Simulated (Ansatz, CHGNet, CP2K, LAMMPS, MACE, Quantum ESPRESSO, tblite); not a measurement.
# Glassy 68SiO2-14MgO-11ZnO-7BaO (mol %) (75 atoms) under volume change, by several methods

How stiff is glassy 68SiO2-14MgO-11ZnO-7BaO (mol %) (75 atoms) under an even change of volume, and do other programs and learned potentials give the same pressure and slope as plane waves?

Results are calculated, not measured.

## Step 1: The cell

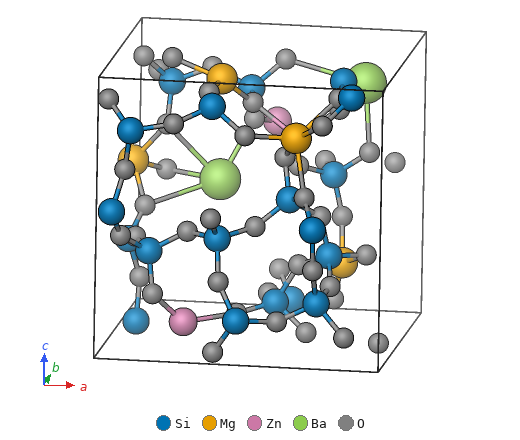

The cell (silicon blue, magnesium orange, zinc pink, barium green, oxygen grey). Bonds to atoms that aren't drawn are left out.

The cell holds 75 atoms (19 Si, 4 Mg, 3 Zn, 2 Ba and 47 O), with edges of 10.68, 10.68 and 10.68 Å. Recipe: 75 atoms (19 Si, 4 Mg, 3 Zn, 2 Ba, 47 O) placed at random at 2.53 g/cm³, melted at 4000 K for 10 ps at fixed volume with the Morse and Coulomb pair potential with partial charges (Pedone, Malavasi, Menziani, Cormack and Segre, J. Phys. Chem. B 110, 11780 (2006)). Quenched from 4000 K to 300 K at 25 K/ps and fixed volume, held 5 ps, then minimised at fixed cell. Then the atoms were relaxed with MACE MP-0b3 medium in the fixed cell.

Bonds by pair of elements; cutoffs follow the first minimum of g(r), held within bounds set by covalent radii, and pairs that aren't listed don't count as bonded:

```
pair A-B  cutoff (Å)  bonds  mean length (Å)  spread (Å)  shortest (Å)  B about A  A about B
    O-Si        2.12     76             1.65       0.032          1.59       1.62          4
    O-Mg        2.68     17             2.05       0.116          1.83      0.362       4.25
    O-Zn        2.33     11             2.01       0.096          1.85      0.234       3.67
    O-Ba        3.29     12             2.85       0.184          2.57      0.255          6
```

## Step 2: The reference input

Quantum ESPRESSO 7.5: Kohn-Sham DFT, PBE, SSSP efficiency 1.3.0 pseudopotentials, plane waves. Its input, pw.in, for the unchanged cell:

```
&control
  calculation = 'scf'
  pseudo_dir = './pseudo'
  outdir = './tmp'
  disk_io = 'none'
  tprnfor = .true.
  tstress = .true.
/
&system
  ibrav = 0
  nat = 75
  ntyp = 5
  ecutwfc = 60
  ecutrho = 480
  nosym = .true.
  occupations = 'smearing'
  smearing = 'fd'
  degauss = 0.003675
/
&electrons
  conv_thr = 3.8e-07
  electron_maxstep = 100
  mixing_beta = 0.4
  mixing_mode = 'plain'
  diagonalization = 'david'
/
ATOMIC_SPECIES
Si 28.085 Si.upf
Mg 24.305 Mg.upf
Zn 65.380 Zn.upf
Ba 137.327 Ba.upf
O 15.999 O.upf
CELL_PARAMETERS angstrom
10.67530 0.00000 0.00000
0.00000 10.67530 0.00000
0.00000 0.00000 10.67530
ATOMIC_POSITIONS crystal
Si 0.87190 0.12129 0.94413
Si 0.11135 0.02512 0.81039
Si 0.75921 0.01047 0.49121
Si 0.06886 0.52362 0.02543
[... 69 atom lines left out ...]
O 0.78679 0.26849 0.23781
O 0.28750 0.22511 0.41855
K_POINTS gamma
```

```console
$ OMP_NUM_THREADS=1 mpirun -np 2 pw.x -in pw.in > output.txt
```

Elapsed: 6.2 min, on 2 MPI ranks of Arm Neoverse V1, shared host; peak memory 3.6 GiB.

It converged with an r.m.s. force component of 0.069 eV/Å and a pressure of -2.0 GPa.

## Step 3: Levels of theory

Every level solves the same cells as single points. CPU time is summed over a level's finished runs, on a host shared with the other runs, so it is rough; the force column is the median over cells of the r.m.s. difference of force components from the reference.

| level | basis or training data | k-points | runs finished | CPU time | peak memory (GiB) | force difference (meV/Å) |
| --- | --- | --- | --- | --- | --- | --- |
| QE, PBE | plane waves, SSSP efficiency, 60/480 Ry | Γ | 3 of 3 | 38 min | 3.7 | reference |
| CP2K double zeta, LDA | DZVP-MOLOPT-SR, GTH-PADE potentials, 1200 Ry | Γ | 3 of 3 | 11 min | 8.2 | 212 |
| tblite GFN1-xTB | tight binding with its own dispersion term | Γ | 2 of 3 | 9.1 s | 0.13 | 420 |
| CHGNet 0.3.0 | trained on PBE(+U) plane-wave data | - | 3 of 3 | 9.7 s | 0.98 | 102 |
| MACE MP-0b3 medium | trained on PBE(+U) plane-wave data | - | 3 of 3 | 22 s | 1.0 | 67 |

Runs without a converged result: tblite GFN1-xTB, 1 single point (refused). A level enters a table below only where it finished every cell that the table needs.

The reference's own r.m.s. force component runs from 69 to 75 meV/Å over these cells. MACE MP-0b3 medium relaxed the atoms, so in the cells that it relaxed its own forces are small, and its entry isn't an independent test there.

## Step 4: Pressure against volume

The cell is scaled evenly, and at each volume MACE MP-0b3 medium relaxes the atoms again before the single points. The unchanged volume is 16.221 Å³ an atom. Pressures in GPa:

```
                level   -3 %      0   +3 %
              QE, PBE  -0.61  -2.03  -3.04
CP2K double zeta, LDA  -6.15  -7.28  -8.02
         CHGNet 0.3.0  -0.61  -1.94  -2.85
   MACE MP-0b3 medium  -0.70  -2.08  -3.09
```

Energy less that of the unchanged cell at the same level, in meV an atom:

```
                level    -3 %   +3 %
              QE, PBE   -3.64   7.08
CP2K double zeta, LDA  -13.64  15.77
         CHGNet 0.3.0   -3.54   7.11
   MACE MP-0b3 medium   -4.38   7.57
```

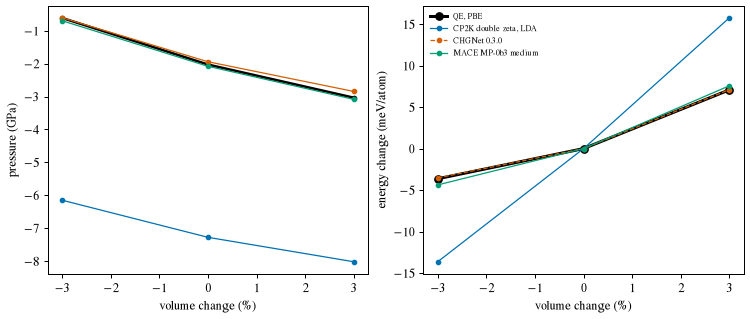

Pressure and energy against volume, by level.

## Step 5: Moduli

From the three volumes nearest the unchanged one: B from the slope of pressure against ln V and from the curvature of the energy, the pressure that the slope of the energy implies, and the volume change at which the printed pressure crosses zero (a dash if it doesn't within the range).

```
                level  B from pressures (GPa)  B from energies (GPa)  printed pressure (GPa)  pressure from energies (GPa)  zero pressure at (%)
              QE, PBE                    40.4                   37.8                   -2.03                         -1.76                     -
CP2K double zeta, LDA                    31.2                   23.3                   -7.28                         -4.84                     -
         CHGNet 0.3.0                    37.3                   39.2                   -1.94                         -1.75                     -
   MACE MP-0b3 medium                    39.8                   35.0                   -2.08                         -1.97                     -
```

As a check by hand on the reference: from -3 to +3 % the pressure falls by 2.42 GPa while ln V grows by 0.0600, a ratio of 40.4 GPa.

Gap between the highest filled and the lowest empty level on the runs' k-points, in eV:

```
                level  -3 %     0  +3 %
              QE, PBE  3.75  3.55  3.31
CP2K double zeta, LDA  3.62  3.41  3.16
```

## Step 6: Findings

The plane-wave reference (PBE) gives a bulk modulus of 40.4 GPa from its pressures, at a volume where its pressure is -2.03 GPa, and the pressure stays negative over the whole range. Other functionals: CP2K double zeta, LDA 31.2 GPa (-23 %); its pressure lies -5.25 GPa from the reference's. Learned potentials: CHGNet 0.3.0 37.3 GPa (-8 %) and MACE MP-0b3 medium 39.8 GPa (-1 %); their pressures lie -0.05 to +0.08 GPa from the reference's.

The moduli are read at one volume but at unlike pressures, and a cell under tension is as a rule softer than one under compression. Moduli from the energies run from 23 to 39 GPa and part from those from pressures by as much as -25 % (CP2K double zeta, LDA); they rest on small differences of energy, and for levels other than MACE MP-0b3 medium they hold the work of leftover forces. Printed pressure and the slope of the energy part noticeably for CP2K double zeta, LDA; the atoms move along a path that isn't these levels' own, so their forces do work along it, and an error in the stress can't be told from that. The reference's gap falls as the cell grows, from 3.75 eV at -3 % to 3.31 eV at +3 %.

Caveats: The atoms follow MACE MP-0b3 medium, not each level's own minimum, so these moduli only approach relaxed ones and hang on that choice. Three points at finite strain give rough moduli, at the given volume rather than at zero pressure. Pressures at a fixed plane-wave cutoff or in a small atom-centred basis hold some basis error. The quench rate of 25 K/ps is many orders above laboratory rates, so the cell is likely richer in defects and strain than a real sample. The reference samples only Γ, in a cell whose shortest periodic width is 11 Å. Spin–orbit coupling is left out, which matters for the levels of the heavy elements. The reference isn't exact: its cutoffs and mesh weren't converged further here. Where levels are smeared, the DFT runs use Fermi–Dirac occupations at 580 K (0.05 eV), and energies are free energies.

[Logs are printed without paths, hosts, clocks, repeated set-up lines and the standing remarks that a program may print on its own settings, such as how far it seeks lower states.]

[Hosts, paths, dates, database ids (printed as entryN), source tags and the programs' standing remarks are cut or masked in the printed files.]
